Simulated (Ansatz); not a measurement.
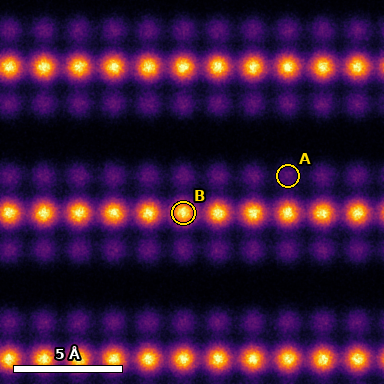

Z-contrast image of WSe2 (P-3m1, No. 164) along [210]. Simulation: incoherent imaging, intensity Z^1.8 per atom, probe width 0.98 Å, thin sample. The probe carries 15 % of its weight in a tail 2.5 times as wide. Shot noise was added. Structure used: the geometry relaxed with DFT PBEsol, scalar-relativistic, plane waves, PAW in Ansatz; the starting structure was generated, so it need not be a known form of this composition.

```xyz
3
Lattice="3.2389 0.0000 0.0000 -1.6194 2.8050 0.0000 0.0000 0.0000 6.7896" Properties=species:S:1:pos:R:3 pbc="T T T"
W     0.0000    0.0000    0.0000
Se    0.0000    1.8700    1.7207
Se    1.6194    0.9350    5.0689
```

**What lies under each ring?**

A: Se (1 Se per 5.61 Å along the beam; about 25 % of the brightest peak). B: W (1 W per 5.61 Å along the beam; the brightest kind). Brightness is counted from the darkest point of the image.
